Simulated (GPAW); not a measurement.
## linear Cr chain, spacing 2.237 A: cost and accuracy of the smearing

Two starts of linear Cr chain, spacing 2.237 A are run at each rung of the smearing. Which rung is enough?

Program: GPAW 26.7.0. Level of theory: PBE; plane waves with GPAW's PAW setups, scalar-relativistic. Results are calculated unless marked as measured.

## (1) Starting point

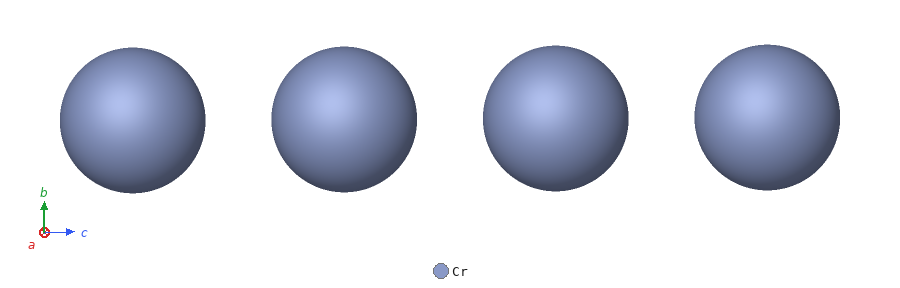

The starting structure, seen from the side, with the c axis across the page (chromium light blue). 1×1×3 cells are drawn. Some periodic images of atoms are drawn too.

The cell holds 1 atom: 1 Cr. Its edges and angles: a = 12.000 Å, b = 12.000 Å, c = 2.237 Å, α = 90.0°, β = 90.0°, γ = 90.0°. model lattice. Vacuum lies along a and b. The structure's axis is c.

As a file:

```cif
data_structure
_symmetry_space_group_name_H-M 'P 1'
_symmetry_Int_Tables_number 1
_cell_length_a 12.0000
_cell_length_b 12.0000
_cell_length_c 2.2370
_cell_angle_alpha 90.000
_cell_angle_beta 90.000
_cell_angle_gamma 90.000
_cell_volume 322.13
loop_
_atom_site_label
_atom_site_type_symbol
_atom_site_fract_x
_atom_site_fract_y
_atom_site_fract_z
_atom_site_occupancy
Cr1 Cr 0.50000 0.50000 0.00000 1
```

## (2) Rung 1 (width 0.4 eV), start ferro +

A wide smearing converges easily but acts like a high temperature on the moments; each rung narrows it.

Contents of order1.py:

```python
import json
import numpy as np
from ase import Atoms
from ase.parallel import paropen, parprint
from gpaw import GPAW

atoms = Atoms(['Cr'],
    cell=[[12.0, 0.0, 0.0],
         [0.0, 12.0, 0.0],
         [0.0, 0.0, 2.237]],
    scaled_positions=[[0.5, 0.5, 0.0]],
    pbc=True,
    magmoms=[2.5])
atoms.calc = GPAW(mode={'name': 'pw', 'ecut': 550},
    xc='PBE',
    kpts={'size': (1, 1, 12), 'gamma': True},
    occupations={'name': 'fermi-dirac', 'width': 0.4},
    convergence={'density': 1e-05, 'energy': 1e-05},
    maxiter=200,
    symmetry={'tolerance': 1e-4},
    txt='order1.txt')
e = atoms.get_potential_energy(force_consistent=True)
res = {'free_energy': e, 'energy_sigma0': atoms.get_potential_energy(), 'fermi_energy': atoms.calc.get_fermi_level()}
res['moments'] = atoms.get_magnetic_moments().tolist()
res['total'] = atoms.get_magnetic_moment()
parprint('site moments (muB):', np.round(res['moments'], 3))
parprint(f"total moment: {res['total']:.3f} muB")
parprint(f'free energy: {e:.6f} eV')
atoms.calc.write('order1.gpw')
with paropen('results.json', 'w') as f:
    json.dump(res, f)
```

Command:

```console
> OMP_NUM_THREADS=1 python3 order1.py > order1.log
```

Numbers of over 12 decimals in the logs are rounded to 6 here.

What it wrote:

```text
site moments (muB): [2.367]
total moment: 3.027 muB
free energy: -6.037882 eV

--- order1.txt ---
Input parameters:
  mode=PW(ecut=550),
  convergence={'density': 1e-05, 'energy': 1e-05},
  kpts=MonkhorstPack(size=(1, 1, 12), gamma=True),
  maxiter=200,
  occupations=Occupations(name='fermi-dirac', width=0.4),
  symmetry=Symmetry(tolerance=0.0001),
  xc=XC(name='PBE')

Diagonalizing LCAO Hamiltonian
Converting LCAO to pw mode
        .----------------------------.
       /|                            |
      / |                            |
     /  .----------------------------.
    /  /                            /
   /  /                            /
  /  /                            /
 *  /              Cr            /
 | /                            /
 |/                            /
 *----------------------------*

Atoms  # Å, Bohr magnetons
|   | symbol |        x |        y |        z |    initial magnetic moments |
|---|--------|----------|----------|----------|-----------------------------|
| 0 |     Cr | 6.000000 | 6.000000 | 0.000000 | ( 0.0000,  0.0000,  2.5000) |

Unit cell  # Å
| periodic |         x |         y |        z |   lengths |    angles |
|----------|-----------|-----------|----------|-----------|-----------|
|      yes | 12.000000 |  0.000000 | 0.000000 | 12.000000 | 90.000000 |
|      yes |  0.000000 | 12.000000 | 0.000000 | 12.000000 | 90.000000 |
|      yes |  0.000000 |  0.000000 | 2.237000 |  2.237000 | 90.000000 |

Number of symmetries: 16

BZ-sampling:
  Number of BZ points: 12
  Number of IBZ points: 7

  Monkhorst-Pack size: [1, 1, 12]
  Monkhorst-Pack shift: [0.0, 0.0, 0.041667]

Plane wave coefficients: 9505
Cutoff: 550.0 eV

Spin-components: 2 (collinear spins)
Bands:           9
Projectors:      6
Spin-degeneracy: 1
Datatype:        complex128

Parallelization:
  kpt:    1
  domain: 1
  band:   1

Density:
  Valence electrons: 6.0
  Components: 2
  Grid points: [70 70 14]
  Charge: 0.0  # |e|

Potential:
  Grid points: [70 70 14]

[... setups left out ...]
Reference energy: -28582.377450  # eV

eigensolver:
  PPCG
  Converge bands: occupied
  niter=2

density mixing:
  MSR1-Mixer
  Pratt-step length: 0.05
  Maximum mixing coefficient: 0.75
  Old densities: 10
  SVD Regularization: 0.005
  Good broyden scale: 1.0
  Trust region scale: 1.0
  Backstep threshold: 4.0
  History deletion threshold: 6.0
  Fourier metric: weight=20.0, sigma=0.015

occupation numbers:
  Fermi-Dirac:
    width: 0.4000  # eV

poisson solver:
  ecut: 4400.0  # eV

xc functional:
  name: PBE with 2 nearest neighbor stencil

convergence criteria:
- Maximum integral of absolute [dens]ity change: 1e-05 electrons / valence electron
- Maximum [total energy] change in last 3 cyles: 1e-05 eV / valence electron
- Maximum integral of absolute [eigenst]ate change: 4e-08 eV^2 / valence electron
maximum number of iterations: 200

SCF iterations
|iter     |      energy | eigst |  dens |  magmom |
|---------|-------------|-------|-------|---------|
|iter:   1|       0s |   -7.001318 | +0.55 |       |  +2.4961|
|iter:   2|       1s |   -6.312602 | -1.21 | -0.29 |  +2.5048|
|iter:   3|       3s |   -5.291286 | -0.12 | -0.37 |  +2.5807|
|iter:   4|       4s |   -5.315807 | -1.27 | -0.92 |  +2.5810|
|iter:   5|       6s |   -5.387405 | -1.75 | -1.06 |  +2.6693|
|iter:   6|       7s |   -5.424573 | -2.24 | -1.45 |  +2.8002|
|iter:   7|       9s |   -5.436260 | -2.66 | -1.66 |  +2.9120|
|iter:   8|      10s |   -5.438863 | -3.48 | -1.98 |  +2.9733|
|iter:   9|      11s |   -5.442036 | -3.85 | -2.38 |  +3.0227|
|iter:  10|      13s |   -5.441853 | -4.63 | -2.88 |  +3.0224|
|iter:  11|      14s |   -5.442034 | -5.05 | -3.34 |  +3.0267|
|iter:  12|      16s |   -5.442054 | -5.69 | -3.89 |  +3.0271|
|iter:  13|      17s |   -5.442047c| -6.11 | -4.22 |  +3.0272|
|iter:  14|      18s |   -5.442060c| -6.59 | -4.62 |  +3.0273|
|iter:  15|      20s |   -5.442055c| -7.01 | -4.80 |  +3.0273|
|iter:  16|      21s |   -5.442055c| -7.49c| -5.55c|  +3.0273|

Converged in 16 steps
Energy contributions relative to reference atoms: (reference = -28582.377450)

Energy contributions:
  Kinetic:          -1.231300
  Coulomb:          -0.462089
  Zero:              0.069052
  External:          0.000000
  Xc:               -3.221891
  Entropy:          -1.191654
  Spinorbit:         0.000000
  ----------------------------
  Free energy:      -6.037882
  Extrapolated:     -5.442055

dipole moment: (0.000065, 0.000065, -5.339128)  # |e|*Ang

Total magnetic moment: (0.000000, 0.000000, 3.027289)

Local magnetic moments
|        x |        y |        z |
|----------|----------|----------|
| 0.000000 | 0.000000 | 2.366865 |  # Cr   0

Fermi level: -3.441
Eigenvalues  # (at kpt = [0.000, 0.000, -0.000])
| band index |      eig [eV] | occ [0-1] |      eig [eV] | occ [0-1] |
|------------|---------------|-----------|---------------|-----------|
|          0 |        -7.404 |     1.000 |        -6.006 |     0.998 |
|          1 |        -5.477 |     0.994 |        -3.807 |     0.714 |
|          2 |        -4.853 |     0.972 |        -2.354 |     0.062 |
|          3 |        -4.853 |     0.972 |        -2.352 |     0.062 |
|          4 |        -2.377 |     0.065 |        -1.511 |     0.008 |
|          5 |        -2.377 |     0.065 |        -1.511 |     0.008 |
|          6 |        -2.074 |     0.032 |        -0.022 |     0.000 |
|          7 |        -2.074 |     0.032 |        -0.022 |     0.000 |
|          8 |         0.138 |     0.000 |         0.286 |     0.000 |

No gap
No difference between direct/indirect transitions
```

It took 25 s on 1 MPI rank of Intel Xeon Platinum 8488C (Sapphire Rapids), shared host; peak memory 0.33 GiB.

Spin moment in the augmentation sphere by atom:

```csv
atom,spin moment in the augmentation sphere (μB)
Cr1,2.37
```

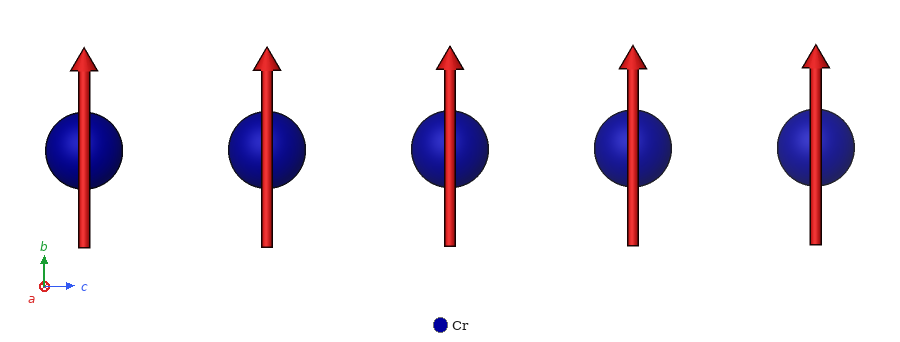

Spin moment in the augmentation sphere as arrows, the longest 2.37 μB. Up and down stand for the sign. Arrows give size and sign along the axis of quantisation, drawn up and down the page. 1×1×4 cells are drawn. Some periodic images of atoms are drawn too.

Read from the output:

* magnetization: 3.027 μB
* final state: ferromagnetic

After 16 cycles the largest moment stands at 2.37 μB.

## (3) Rung 1 (width 0.4 eV), start antiferro q=(0,0,1/2) +-

The second start gives the energy difference between the two end states, the quantity that is followed up the ladder. Its q is in fractions of the reciprocal vectors of the first run's cell.

order2.py is the script of step 2 with these lines changed:

```diff
@@ -6,12 +6,13 @@
 
-atoms = Atoms(['Cr'],
+atoms = Atoms(['Cr', 'Cr'],
     cell=[[12.0, 0.0, 0.0],
          [0.0, 12.0, 0.0],
-         [0.0, 0.0, 2.237]],
-    scaled_positions=[[0.5, 0.5, 0.0]],
+         [0.0, 0.0, 4.474]],
+    scaled_positions=[[0.5, 0.5, 0.0],
+         [0.5, 0.5, 0.5]],
     pbc=True,
-    magmoms=[2.5])
+    magmoms=[2.5, -2.5])
 atoms.calc = GPAW(mode={'name': 'pw', 'ecut': 550},
     xc='PBE',
-    kpts={'size': (1, 1, 12), 'gamma': True},
+    kpts={'size': (1, 1, 6), 'gamma': True},
     occupations={'name': 'fermi-dirac', 'width': 0.4},
@@ -20,3 +21,3 @@
     symmetry={'tolerance': 1e-4},
-    txt='order1.txt')
+    txt='order2.txt')
 e = atoms.get_potential_energy(force_consistent=True)
@@ -28,3 +29,3 @@
 parprint(f'free energy: {e:.6f} eV')
-atoms.calc.write('order1.gpw')
+atoms.calc.write('order2.gpw')
 with paropen('results.json', 'w') as f:
```

Command:

```console
> OMP_NUM_THREADS=1 python3 order2.py > order2.log
```

What it wrote:

```text
site moments (muB): [ 3.238 -3.238]
total moment: 0.000 muB
free energy: -13.137557 eV

--- order2.txt ---
Input parameters:
  mode=PW(ecut=550),
  convergence={'density': 1e-05, 'energy': 1e-05},
  kpts=MonkhorstPack(size=(1, 1, 6), gamma=True),
  maxiter=200,
  occupations=Occupations(name='fermi-dirac', width=0.4),
  symmetry=Symmetry(tolerance=0.0001),
  xc=XC(name='PBE')

Diagonalizing LCAO Hamiltonian
Converting LCAO to pw mode
        .----------------------------.
       /|                            |
      / |                            |
     /  |                            |
    /   |                            |
   /    .----------------------------.
  /    /           Cr               /
 *    /                            /
 |   /                            /
 |  /              Cr            /
 | /                            /
 |/                            /
 *----------------------------*

Atoms  # Å, Bohr magnetons
|   | symbol |        x |        y |        z |    initial magnetic moments |
|---|--------|----------|----------|----------|-----------------------------|
| 0 |     Cr | 6.000000 | 6.000000 | 0.000000 | ( 0.0000,  0.0000,  2.5000) |
| 1 |     Cr | 6.000000 | 6.000000 | 2.237000 | ( 0.0000,  0.0000, -2.5000) |

Number of symmetries: 16

BZ-sampling:
  Number of BZ points: 6
  Number of IBZ points: 4

  Monkhorst-Pack size: [1, 1, 6]
  Monkhorst-Pack shift: [0.0, 0.0, 0.083333]

Plane wave coefficients: 18945
Cutoff: 550.0 eV

Spin-components: 2 (collinear spins)
Bands:           12
Projectors:      12
Spin-degeneracy: 1
Datatype:        complex128

Parallelization:
  kpt:    1
[...]
|iter:  18|      39s |  -12.488784c| -6.89 | -5.35c|  +0.0000|
|iter:  19|      41s |  -12.488783c| -7.24 | -5.49c|  +0.0000|
|iter:  20|      42s |  -12.488784c| -7.46c| -5.98c|  +0.0000|

Converged in 20 steps
Energy contributions relative to reference atoms: (reference = -57164.754899)

Energy contributions:
  Kinetic:           7.334809
  Coulomb:          -8.993198
  Zero:              0.106752
  External:          0.000000
  Xc:              -10.288374
  Entropy:          -1.297546
  Spinorbit:         0.000000
  ----------------------------
  Free energy:     -13.137557
  Extrapolated:    -12.488784

dipole moment: (0.000130, 0.000130, -10.624229)  # |e|*Ang

Total magnetic moment: (0.000000, 0.000000, 0.000003)

Local magnetic moments
|        x |        y |         z |
|----------|----------|-----------|
| 0.000000 | 0.000000 |  3.237764 |  # Cr   0
| 0.000000 | 0.000000 | -3.237765 |  # Cr   1

Fermi level: -3.311
Eigenvalues  # (at kpt = [0.000, 0.000, 0.000])
| band index |      eig [eV] | occ [0-1] |      eig [eV] | occ [0-1] |
|------------|---------------|-----------|---------------|-----------|
|          0 |        -6.610 |     1.000 |        -6.610 |     1.000 |
|          1 |        -5.276 |     0.993 |        -5.276 |     0.993 |
|          2 |        -5.276 |     0.993 |        -5.276 |     0.993 |
|          3 |        -4.874 |     0.980 |        -4.874 |     0.980 |
|          4 |        -4.382 |     0.936 |        -4.382 |     0.936 |
[...]
|          8 |        -0.968 |     0.003 |        -0.968 |     0.003 |
|          9 |        -0.810 |     0.002 |        -0.810 |     0.002 |
|         10 |        -0.222 |     0.000 |        -0.222 |     0.000 |
|         11 |        -0.222 |     0.000 |        -0.222 |     0.000 |

Gap: 0.923 eV
Transition (v -> c):
  (s=1, k=3, n=5, [0.00, 0.00, 0.50]) -> (s=0, k=3, n=6, [0.00, 0.00, 0.50])
No difference between direct/indirect transitions
```

Run time: 47 s. Hardware: 1 MPI rank; peak memory 0.49 GiB.

Spin moment in the augmentation sphere by atom:

```csv
atom,spin moment in the augmentation sphere (μB)
Cr1,3.24
Cr2,-3.24
```

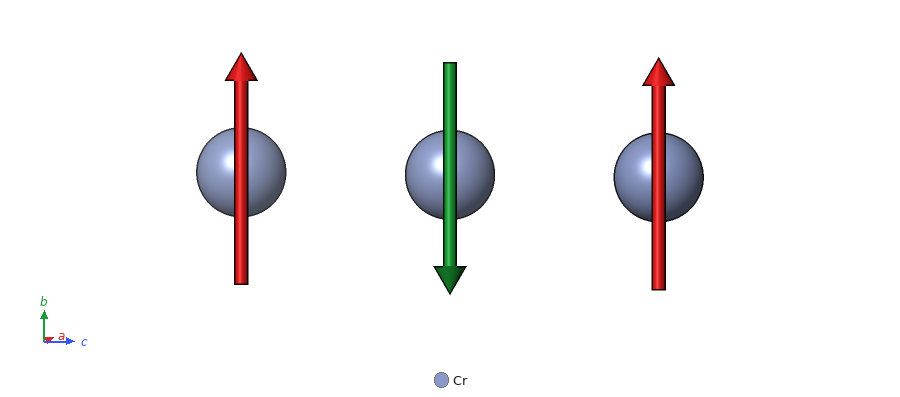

Spin moment in the augmentation sphere as arrows, the longest 3.24 μB. Up and down stand for the sign. Arrows give size and sign along the axis of quantisation, drawn up and down the page. The two directions have two colours. Some periodic images of atoms are drawn too.

Numbers from this step:

```
magnetization : 0 μB
final state   : antiferromagnetic
```

This start lies -530.9 meV a seeded atom from the first; its largest moment is 3.24 μB.

## (4) Rung 2 (width 0.2 eV), start ferro +

order1.py is the script of step 2 with these lines changed:

```diff
@@ -16,3 +16,3 @@
     kpts={'size': (1, 1, 12), 'gamma': True},
-    occupations={'name': 'fermi-dirac', 'width': 0.4},
+    occupations={'name': 'fermi-dirac', 'width': 0.2},
     convergence={'density': 1e-05, 'energy': 1e-05},
```

Command:

```console
> OMP_NUM_THREADS=1 python3 order1.py > order1.log
```

What it wrote:

```text
site moments (muB): [2.607]
total moment: 3.369 muB
free energy: -5.599465 eV

--- order1.txt ---
Input parameters:
  mode=PW(ecut=550),
  convergence={'density': 1e-05, 'energy': 1e-05},
  kpts=MonkhorstPack(size=(1, 1, 12), gamma=True),
  maxiter=200,
  occupations=Occupations(name='fermi-dirac', width=0.2),
  symmetry=Symmetry(tolerance=0.0001),
  xc=XC(name='PBE')

Diagonalizing LCAO Hamiltonian
[...]
|          3 |        -4.661 |     0.999 |        -1.929 |     0.001 |
|          4 |        -2.335 |     0.008 |        -1.344 |     0.000 |
|          5 |        -2.335 |     0.008 |        -1.344 |     0.000 |
|          6 |        -1.917 |     0.001 |         0.323 |     0.000 |
|          7 |        -1.917 |     0.001 |         0.336 |     0.000 |
|          8 |         0.152 |     0.000 |         0.336 |     0.000 |

No gap
No difference between direct/indirect transitions


[key lines of the parts left out:]
Free energy:      -5.599465
Converged in 15 steps
dipole moment: (0.000065, 0.000065, -5.327524)  # |e|*Ang
Fermi level: -3.298
```

It took 23 s on 1 MPI rank; peak memory 0.33 GiB.

Numbers from this step:

```
magnetization  : 3.369 μB
final state    : ferromagnetic
largest moment : 2.607 μB
```

The largest moment moves by +0.24 μB from rung 1, at 0.91 times its CPU time.

## (5) Rung 2 (width 0.2 eV), start antiferro q=(0,0,1/2) +-

order2.py is the script of step 3 with these lines changed:

```diff
@@ -17,3 +17,3 @@
     kpts={'size': (1, 1, 6), 'gamma': True},
-    occupations={'name': 'fermi-dirac', 'width': 0.4},
+    occupations={'name': 'fermi-dirac', 'width': 0.2},
     convergence={'density': 1e-05, 'energy': 1e-05},
```

Command:

```console
> OMP_NUM_THREADS=1 python3 order2.py > order2.log
```

What it wrote:

```text
site moments (muB): [ 3.419 -3.419]
total moment: 0.000 muB
free energy: -12.761248 eV

--- order2.txt ---
Input parameters:
  mode=PW(ecut=550),
  convergence={'density': 1e-05, 'energy': 1e-05},
  kpts=MonkhorstPack(size=(1, 1, 6), gamma=True),
  maxiter=200,
  occupations=Occupations(name='fermi-dirac', width=0.2),
  symmetry=Symmetry(tolerance=0.0001),
  xc=XC(name='PBE')

Diagonalizing LCAO Hamiltonian
[...]
|          8 |        -0.524 |     0.000 |        -0.524 |     0.000 |
|          9 |        -0.514 |     0.000 |        -0.514 |     0.000 |
|         10 |         0.210 |     0.000 |         0.210 |     0.000 |
|         11 |         0.210 |     0.000 |         0.210 |     0.000 |

Gap: 0.968 eV
Transition (v -> c):
  (s=0, k=3, n=5, [0.00, 0.00, 0.50]) -> (s=0, k=3, n=6, [0.00, 0.00, 0.50])
No difference between direct/indirect transitions


[key lines of the parts left out:]
Free energy:     -12.761248
Converged in 18 steps
dipole moment: (0.000130, 0.000130, -10.587358)  # |e|*Ang
Fermi level: -3.238
```

Run time: 44 s. Hardware: 1 MPI rank; peak memory 0.49 GiB.

Numbers from this step:

```
magnetization  : 0 μB
final state    : antiferromagnetic
largest moment : 3.419 μB
```

This start lies -781.2 meV a seeded atom from the first, a change of -250.3 meV since rung 1; its largest moment is 3.42 μB.

## (6) Rung 3 (width 0.1 eV), start ferro +

order1.py is the script of step 4 with these lines changed:

```diff
@@ -16,3 +16,3 @@
     kpts={'size': (1, 1, 12), 'gamma': True},
-    occupations={'name': 'fermi-dirac', 'width': 0.2},
+    occupations={'name': 'fermi-dirac', 'width': 0.1},
     convergence={'density': 1e-05, 'energy': 1e-05},
```

Command:

```console
> OMP_NUM_THREADS=1 python3 order1.py > order1.log
```

What it wrote:

```text
site moments (muB): [2.713]
total moment: 3.527 muB
free energy: -5.491673 eV

--- order1.txt ---
Input parameters:
  mode=PW(ecut=550),
  convergence={'density': 1e-05, 'energy': 1e-05},
  kpts=MonkhorstPack(size=(1, 1, 12), gamma=True),
  maxiter=200,
  occupations=Occupations(name='fermi-dirac', width=0.1),
  symmetry=Symmetry(tolerance=0.0001),
  xc=XC(name='PBE')

Diagonalizing LCAO Hamiltonian
[...]
|          3 |        -4.554 |     1.000 |        -1.739 |     0.000 |
|          4 |        -2.323 |     0.000 |        -1.271 |     0.000 |
|          5 |        -2.323 |     0.000 |        -1.271 |     0.000 |
|          6 |        -1.840 |     0.000 |         0.331 |     0.000 |
|          7 |        -1.840 |     0.000 |         0.507 |     0.000 |
|          8 |         0.155 |     0.000 |         0.507 |     0.000 |

No gap
No difference between direct/indirect transitions


[key lines of the parts left out:]
Free energy:      -5.491673
Converged in 15 steps
dipole moment: (0.000065, 0.000065, -5.318934)  # |e|*Ang
Fermi level: -3.247
```

Run time: 23 s. Hardware: 1 MPI rank; peak memory 0.33 GiB.

This step gave:

| Quantity | Value |
| --- | --- |
| magnetization | 3.527 μB |
| final state | ferromagnetic |
| largest moment | 2.713 μB |

The largest moment moves by +0.11 μB from rung 2, at 1.0 times its CPU time.

## (7) Rung 3 (width 0.1 eV), start antiferro q=(0,0,1/2) +-

order2.py is the script of step 5 with these lines changed:

```diff
@@ -17,3 +17,3 @@
     kpts={'size': (1, 1, 6), 'gamma': True},
-    occupations={'name': 'fermi-dirac', 'width': 0.2},
+    occupations={'name': 'fermi-dirac', 'width': 0.1},
     convergence={'density': 1e-05, 'energy': 1e-05},
```

Command:

```console
> OMP_NUM_THREADS=1 python3 order2.py > order2.log
```

What it wrote:

```text
site moments (muB): [ 3.449 -3.449]
total moment: -0.000 muB
free energy: -12.721112 eV

--- order2.txt ---
Input parameters:
  mode=PW(ecut=550),
  convergence={'density': 1e-05, 'energy': 1e-05},
  kpts=MonkhorstPack(size=(1, 1, 6), gamma=True),
  maxiter=200,
  occupations=Occupations(name='fermi-dirac', width=0.1),
  symmetry=Symmetry(tolerance=0.0001),
  xc=XC(name='PBE')

Diagonalizing LCAO Hamiltonian
[...]
|          8 |        -0.414 |     0.000 |        -0.414 |     0.000 |
|          9 |        -0.407 |     0.000 |        -0.407 |     0.000 |
|         10 |         0.313 |     0.000 |         0.313 |     0.000 |
|         11 |         0.313 |     0.000 |         0.313 |     0.000 |

Gap: 0.928 eV
Transition (v -> c):
  (s=0, k=3, n=5, [0.00, 0.00, 0.50]) -> (s=0, k=3, n=6, [0.00, 0.00, 0.50])
No difference between direct/indirect transitions


[key lines of the parts left out:]
Free energy:     -12.721112
Converged in 17 steps
dipole moment: (0.000130, 0.000130, -10.572732)  # |e|*Ang
Fermi level: -3.319
```

It took 42 s on 1 MPI rank; peak memory 0.5 GiB.

This step gave:

| Quantity | Value |
| --- | --- |
| magnetization | 0 μB |
| final state | antiferromagnetic |
| largest moment | 3.449 μB |

This start lies -868.9 meV a seeded atom from the first, a change of -87.7 meV since rung 2; its largest moment is 3.45 μB.

(Part 1 of 2 ends here.)

[Logs and program files are shortened in this print: banners, set-up blocks, solver, clock and traceback lines can be left out without a mark of their own.]

[Logs are printed without paths, hosts, clocks, repeated set-up lines and the standing remarks that a program may print on its own settings, such as how far it seeks lower states.]

[Hosts, paths, dates, database ids (printed as entryN), source tags and the programs' standing remarks are cut or masked in the printed files.]

[Where a cell is said to come from a database of computed structures, the database is the Materials Project.]
